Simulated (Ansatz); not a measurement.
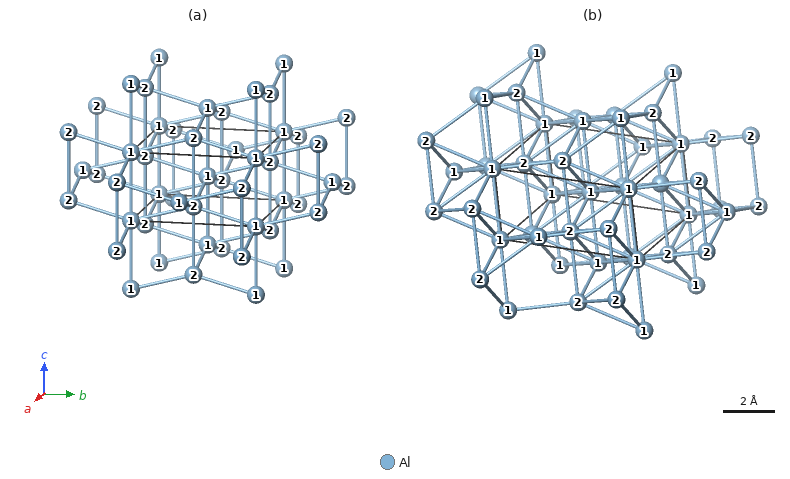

The structure of a crystal of Al (a generated structure, set up in I4_1/amd) before (left) and after (right) a relaxation, at one scale.

A ball-and-stick model of the conventional cell (2 times the calculation's cell), seen slightly off an axis. Lengths and directions refer to the drawn axes.

Phase: beta-Sn type.

These are results of DFT, PBE, plane waves (420 eV) with PAW, scalar-relativistic (Ansatz), not measurements. Settings: plane-wave cutoff 420 eV; k-point mesh 13 × 13 × 9; occupations fermi dirac; smearing width 0.1 eV; no spin polarisation; cell and atoms relaxed; force threshold 0.01 eV/Å; at most 60 steps.

What changed between the two?

Answer. The largest moves relative to the cell, 0.092 Å, are those of Al1 and Al2. Al1 goes along [1 −1 0]. The drawn cell changes as follows: a = b 5.036 → 5.419 Å (+7.6 %), c 2.750 → 2.803 Å (+1.9 %), α 90.0° → 104.7°, β 90.0° → 104.7°, γ 90.0° → 107.8°; the volume changes by +1.5 %. Some distances before and after: Al1–Al1 3.817 → 2.882 Å, Al1–Al2 3.255 → 2.848 Å, Al1–Al2 (another image) 2.610 → 2.833 Å, Al1–Al2 (another image) 2.610 → 2.776 Å. Bond angles that change, for instance: Al2–Al1–Al2 94.0° → 62.5°, Al2–Al1–Al2 94.0° → 110.1°, Al1–Al1–Al2 74.7° → 89.7°. The space group (tolerance 0.01 Å) goes from I4_1/amd (No. 141) to C2/c (No. 15). Over 15 accepted moves (18 points after the start) the energy falls by 0.494 eV per cell of the calculation. The largest force component goes from 0.004 to 0.00032 eV/Å. Pressure: 7.51 GPa at the start and −0.01 GPa at the end. The line search rejected the trial step at point 9 of the run. At 2 points the geometry stayed and the basis and grid were re-selected for the new cell (energy shift of 21.6 meV per cell of the calculation at most each time).
